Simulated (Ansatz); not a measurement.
System: a (110) slab cut from SnO$_{2}$ (P4_2/mnm), ended by O planes, 24 atoms in the cell. Starting structure of the relaxation:

```yaml
crystal:
  lattice:
    - [3.20071, 0.00000, 0.00000]
    - [0.00000, 6.73157, 0.00000]
    - [0.00000, 0.00000, 27.71041]
  atoms:
    - { symbol: O, position: [0.00000, 0.00006, 0.27066] }
    - { symbol: O, position: [0.50000, 0.69411, 0.31779] }
    - { symbol: Sn, position: [0.50000, 0.00003, 0.31781] }
    - { symbol: Sn, position: [0.00000, 0.50003, 0.31781] }
    - { symbol: O, position: [0.50000, 0.30594, 0.31782] }
    - { symbol: O, position: [0.00000, 0.99999, 0.36496] }
    - { symbol: O, position: [0.00000, 0.50009, 0.39212] }
    - { symbol: O, position: [0.50000, 0.19414, 0.43926] }
    - { symbol: Sn, position: [0.50000, 0.50005, 0.43927] }
    - { symbol: Sn, position: [0.00000, 0.00005, 0.43927] }
    - { symbol: O, position: [0.50000, 0.80596, 0.43928] }
    - { symbol: O, position: [0.00000, 0.50001, 0.48642] }
    - { symbol: O, position: [0.00000, 0.00011, 0.51358] }
    - { symbol: O, position: [0.50000, 0.69417, 0.56072] }
    - { symbol: Sn, position: [0.50000, 0.00008, 0.56073] }
    - { symbol: Sn, position: [0.00000, 0.50008, 0.56073] }
    - { symbol: O, position: [0.50000, 0.30599, 0.56074] }
    - { symbol: O, position: [0.00000, 0.00004, 0.60788] }
    - { symbol: O, position: [0.00000, 0.50014, 0.63504] }
    - { symbol: O, position: [0.50000, 0.19419, 0.68218] }
    - { symbol: Sn, position: [0.50000, 0.50010, 0.68219] }
    - { symbol: Sn, position: [0.00000, 0.00010, 0.68219] }
    - { symbol: O, position: [0.50000, 0.80601, 0.68221] }
    - { symbol: O, position: [0.00000, 0.50006, 0.72934] }
```

Method: DFT r2SCAN, scalar-relativistic, plane waves, PAW, no spin polarisation, 8×4×1 k mesh, 500 eV cutoff, Gaussian smearing of 0.05 eV (Ansatz).

What does the potential across the slab give for the band edges against vacuum?

From the vacuum level at the right face the ionisation potential is 7.83 eV and the electron affinity 6.41 eV; the left face gives the same. The slab's gap, their difference before rounding, is 1.42 eV. The two vacuum levels agree, so the slab has no net dipole along its normal. The outermost atoms are 12.9 Å apart, which leaves 14.8 Å of vacuum in a cell 27.7 Å high.

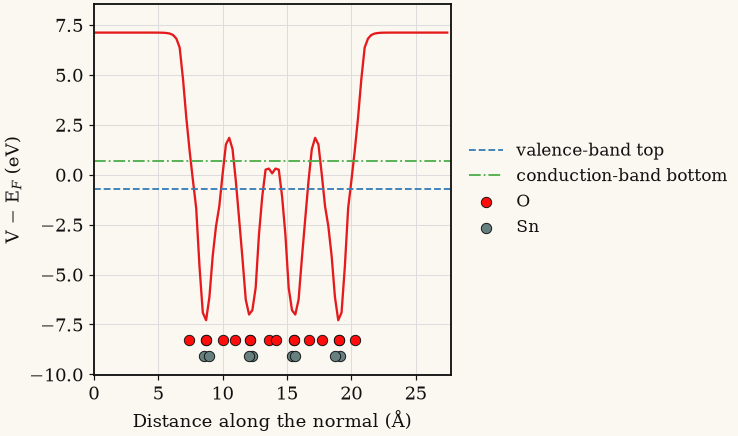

Plane-averaged electrostatic potential energy of an electron across the slab; circles at the bottom mark the heights of the atoms (positions after relaxation).
